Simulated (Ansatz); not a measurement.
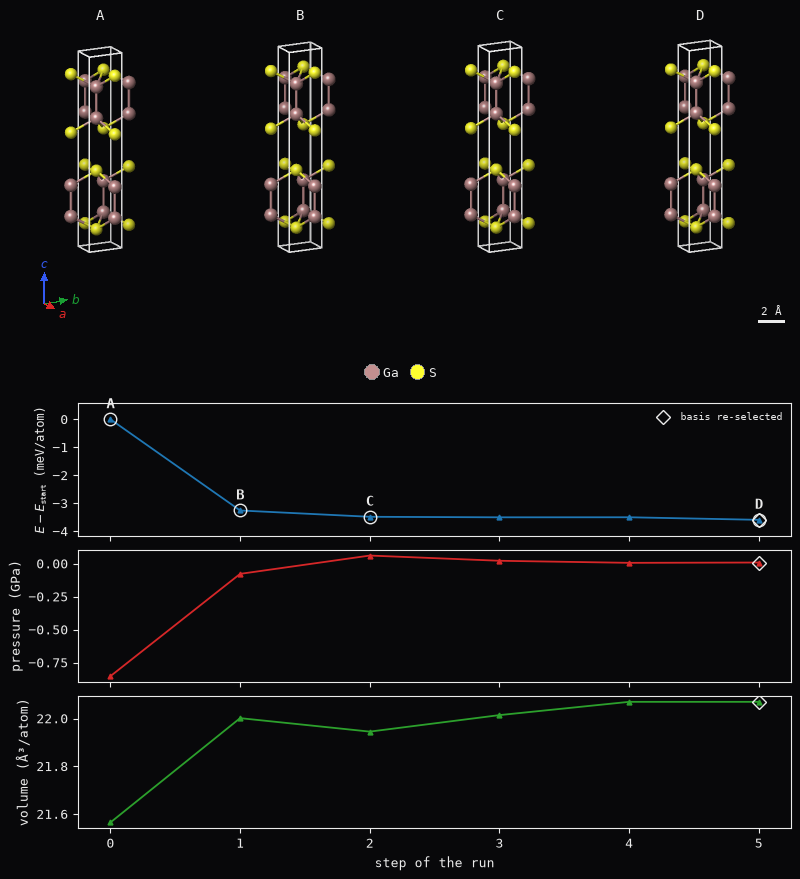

Frames of a relaxation of a crystal of GaS (set up in P6_3/mmc), marked on the history of the run. Style: ball-and-stick. Shown: the cell of the calculation, slightly off an axis.

Method: Ansatz, DFT PBEsol, scalar-relativistic, plane waves, PAW.

Input
```yaml
crystal:
  lattice:
    - [3.585, 0.0, 0.0]
    - [-1.7925, 3.1047010726, 0.0]
    - [0.0, 0.0, 15.5]
  atoms:
    - { symbol: Ga, position: [0.3333333333, 0.6666666667, 0.17] }
    - { symbol: Ga, position: [0.6666666667, 0.3333333333, 0.67] }
    - { symbol: Ga, position: [0.3333333333, 0.6666666667, 0.33] }
    - { symbol: Ga, position: [0.6666666667, 0.3333333333, 0.83] }
    - { symbol: S, position: [0.3333333333, 0.6666666667, 0.6] }
    - { symbol: S, position: [0.6666666667, 0.3333333333, 0.1] }
    - { symbol: S, position: [0.3333333333, 0.6666666667, 0.9] }
    - { symbol: S, position: [0.6666666667, 0.3333333333, 0.4] }
basis:
  ecutwfc: 420
kpoints:
  mp_grid: { grid: [12, 12, 2] }
hamiltonian:
  xc: pbesol
scf:
  occupations: { method: gaussian, width: 0.02 }
output:
  forces: true
  stress: true
  eigenvalues: true
relax:
  adjacent_minimum: "off"
  f_tol: 0.005
  max_steps: 80
  cell: { stress_tol: 0.05 }
```

Run as
```bash
ansatz run input.yaml --threads 2 --pin off --max-ram 7168MiB --backend cpu --events-out ev --progress --plain --runs-dir out
```

### What happens along the run?

The energy falls by 3.6 meV per atom in 4 accepted moves (5 points after the start). The largest force component goes from 0.21 to 0.0024 eV/Å. Pressure: −0.85 GPa at the start and 0.01 GPa at the end. The SCF was repeated once at an unchanged geometry on a basis and grid sized afresh for the cell, which shifted the energy by 0.1 meV per atom at most. The largest moves relative to the cell, 0.097 Å, are those of S5, S6, S7 and S8. S7 goes along −c. Largest moves by element: S 0.097 Å, Ga 0.062 Å. The volume changes by +2.3 %, with a = b 3.585 → 3.568 Å (−0.5 %), c 15.500 → 16.011 Å (+3.3 %). Among the contacts that change: Ga1–Ga3 2.480 → 2.437 Å, Ga1–S6 2.337 → 2.329 Å. The space group stays P6_3/mmc (No. 194). From step 0 to 1: S atoms move most (0.09 Å), volume +2.0 %, energy −3.3 meV per atom. From step 1 to 2: volume −0.3 %, energy −0.2 meV per atom. From step 2 to 5: volume +0.6 %, energy −0.1 meV per atom.

```tsv
step	E − E(0), meV/atom	largest force component, eV/Å	pressure, GPa	volume, Å³/atom	note
0	0.00	0.2115	-0.85	21.565	
1	-3.26	0.0260	-0.08	22.002	
2	-3.48	0.0246	0.06	21.945	
3	-3.50	0.0015	0.02	22.014	
4	-3.50	0.0023	0.01	22.070	
5	-3.59	0.0024	0.01	22.070	same geometry, new basis
```
